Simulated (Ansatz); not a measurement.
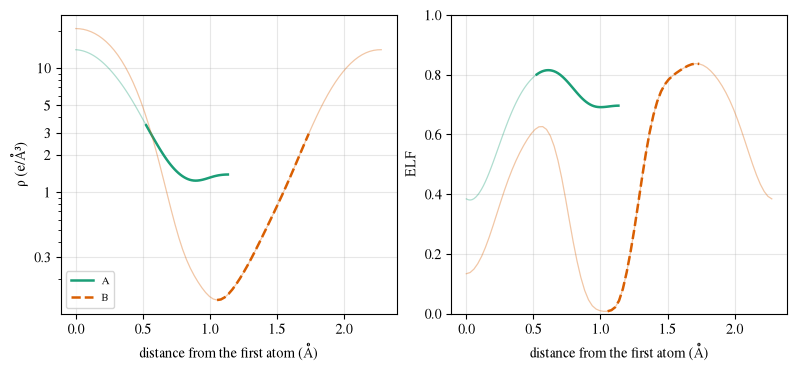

The picture shows: NaHF₂. Valence pseudo-density and electron localisation function along straight lines between neighbouring atoms. Thin, pale parts lie inside the atomic spheres.

Space group R-3m.

All numbers below come from Kohn-Sham DFT of a periodic cell, r2SCAN with D3(BJ)-ATM, Ansatz PAW (Ansatz).

In a PAW calculation such maps are meaningful between the atoms, not at the nuclei.

Input

```
crystal:
  lattice:
    - [1.737, 1.0028574176, 4.5833333333]
    - [-1.737, 1.0028574176, 4.5833333333]
    - [0.0, -2.0057148352, 4.5833333333]
  atoms:
    - { symbol: Na, position: [0.0, 0.0, 0.0] }
    - { symbol: F, position: [0.5824, 0.5824, 0.5824] }
    - { symbol: F, position: [0.4176, 0.4176, 0.4176] }
    - { symbol: H, position: [0.5, 0.5, 0.5] }
hamiltonian:
  xc: r2scan
  pseudopotentials: { kind: paw }
  dispersion: d3bjatm
kpoints:
  mp_grid: { grid: [9, 9, 9] }
scf:
  occupations: { method: fermi_dirac, width: 0.05 }
output:
  forces: true
  stress: true
  eigenvalues: true
  write_density: true
  write_potential: true
  elf: true
  volumetric_format: npy
relax:
  f_tol: 0.01
  max_steps: 40
  cell: { stress_tol: 0.05 }
```

Command:

```sh
ansatz run input.yaml --threads 2 --pin off --max-ram 5632MiB --backend cpu --events-out ev --progress --plain --runs-dir out
```

Below, planes, directions and counts refer to the conventional cell (a = 3.40 Å, b = 3.40 Å, c = 13.71 Å, α = 90.00°, β = 90.00°, γ = 120.00°).

The fields are those of the run's last geometry, not of the input's.

Question: Which curve belongs to which contact (F–H and Na–F)? The first atom named is at distance zero.

Answer: Curve A: F–H (1.13 Å): ρ at the midpoint is about 2.9 e/Å³; the ELF peaks at about 0.80 between the atoms. Curve B: Na–F (2.28 Å): ρ at the midpoint is about 0.15 e/Å³; the ELF is about 0.05 at the midpoint: a closed-shell, largely ionic contact.
